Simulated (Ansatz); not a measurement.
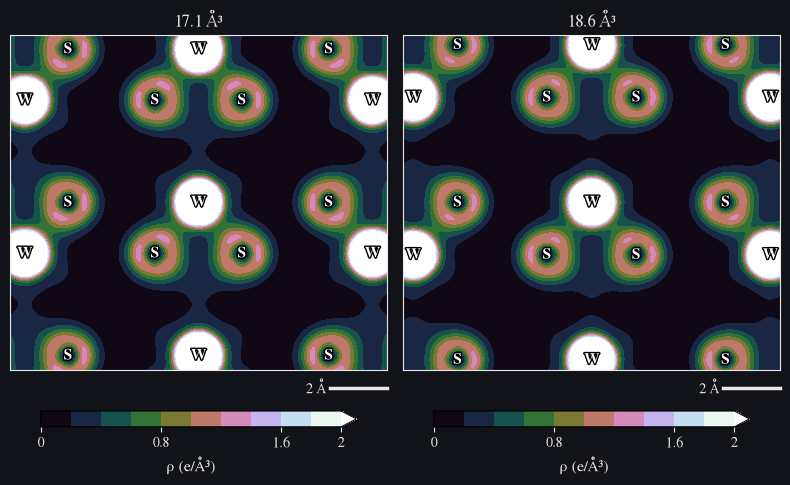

WS2. The valence pseudo-density of cells scaled evenly to different volumes (given per atom above each panel), on the (110) plane of each (indices in the axes of the cell below), at one length scale and on one colour scale.

Method: Ansatz 0.2.0, Kohn-Sham DFT of a periodic cell, PBE, Ansatz PAW accurate.

The largest cell:

```
CELL_PARAMETERS angstrom
3.20106 0.00000 0.00000
-1.60053 2.77220 0.00000
0.00000 0.00000 12.58278
ATOMIC_POSITIONS crystal
W 0.66667 0.33333 0.75000
W 0.33333 0.66667 0.25000
S 0.66667 0.33333 0.37500
S 0.33333 0.66667 0.87500
S 0.66667 0.33333 0.12500
S 0.33333 0.66667 0.62500
```

| volume (Å³/atom) | W–S contact in the plane (Å) | ρ at its midpoint (e/Å³) | pressure (GPa) | gap on the mesh (eV) | 
| --- | --- | --- | --- | --- |
| 17.15 | 2.362 | 0.688 | 13.9 | 1.06 | 
| 17.88 | 2.395 | ? | ? | ? | 
| 18.61 | 2.427 | 0.615 | −0.7 | 1.14 | 

Q: What values belong in the row with question marks?

A: Over the known rows ln ρ falls by 1.73 per Å of W–S distance (the line through the two), which gives 0.650 e/Å³ at 2.395 Å; the calculation gives 0.650 e/Å³. For the pressure, a straight line in volume between the neighbouring rows gives 6.6 GPa; the calculation gives 5.8, lower because pressure rises ever faster on compression. For the gap on the mesh, a straight line in volume between the neighbouring rows gives 1.10 eV; the calculation gives 1.11.
